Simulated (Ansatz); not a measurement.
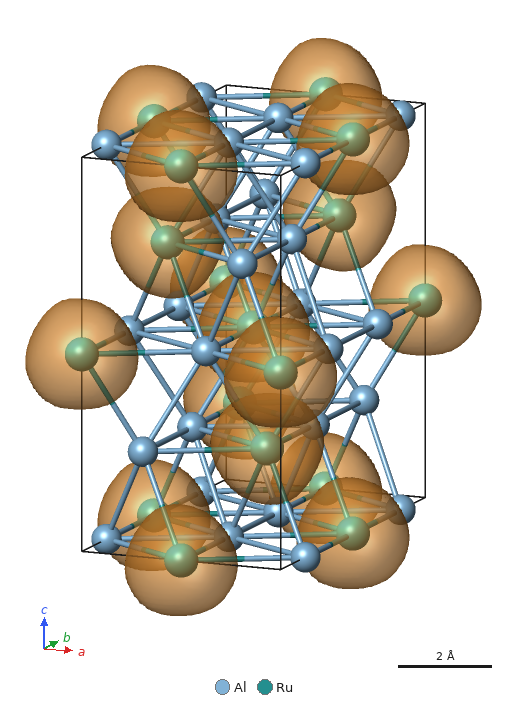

Al₂Ru. Isosurface of the valence pseudo-density at 0.4 e/Å³ (orange), seen slightly off an axis. Sticks mark near contacts.

Space group Fddd; a structure from a database of computed crystals, not necessarily the ambient phase; computed without spin polarisation.

Method: DFT PBEsol, scalar-relativistic, plane waves, PAW (Ansatz).

The density is the valence pseudo-density of a PAW calculation; it isn't the true density close to the nuclei.

```yaml
crystal:
  lattice:
    - [4.70114, 0.00000, 0.00000]
    - [0.00000, 7.97530, 0.00000]
    - [0.00000, 0.00000, 8.77016]
  atoms:
    - { symbol: Al, position: [0.25000, 0.07895, 0.25000] }
    - { symbol: Al, position: [0.75000, 0.57895, 0.25000] }
    - { symbol: Al, position: [0.75000, 0.07895, 0.75000] }
    - { symbol: Al, position: [0.25000, 0.57895, 0.75000] }
    - { symbol: Al, position: [0.25000, 0.42105, 0.25000] }
    - { symbol: Al, position: [0.75000, 0.92105, 0.25000] }
    - { symbol: Al, position: [0.75000, 0.42105, 0.75000] }
    - { symbol: Al, position: [0.25000, 0.92105, 0.75000] }
    - { symbol: Al, position: [0.00000, 0.17105, 0.00000] }
    - { symbol: Al, position: [0.50000, 0.67105, 0.00000] }
    - { symbol: Al, position: [0.50000, 0.17105, 0.50000] }
    - { symbol: Al, position: [0.00000, 0.67105, 0.50000] }
    - { symbol: Al, position: [0.50000, 0.32895, 0.00000] }
    - { symbol: Al, position: [0.00000, 0.82895, 0.00000] }
    - { symbol: Al, position: [0.00000, 0.32895, 0.50000] }
    - { symbol: Al, position: [0.50000, 0.82895, 0.50000] }
    - { symbol: Ru, position: [0.75000, 0.25000, 0.25000] }
    - { symbol: Ru, position: [0.25000, 0.75000, 0.25000] }
    - { symbol: Ru, position: [0.25000, 0.25000, 0.75000] }
    - { symbol: Ru, position: [0.75000, 0.75000, 0.75000] }
    - { symbol: Ru, position: [0.50000, 0.00000, 0.00000] }
    - { symbol: Ru, position: [0.00000, 0.50000, 0.00000] }
    - { symbol: Ru, position: [0.00000, 0.00000, 0.50000] }
    - { symbol: Ru, position: [0.50000, 0.50000, 0.50000] }
```

Which contacts does the surface bridge?

At this value the density breaks into separate islands; it holds about 65 % of the electrons treated as valence (semicore included). It bridges none of the near contacts. It is pinched off along the shortest Al–Ru (2.57 Å), Al–Al (2.59 Å), Al–Ru (2.62 Å) and Al–Al (2.67 Å) contacts. On the grid the lowest density along these lines, outside the cores, is 0.29 e/Å³ (Al–Ru, 2.57 Å), 0.24 e/Å³ (Al–Al, 2.59 Å), 0.27 e/Å³ (Al–Ru, 2.62 Å) and 0.23 e/Å³ (Al–Al, 2.67 Å).
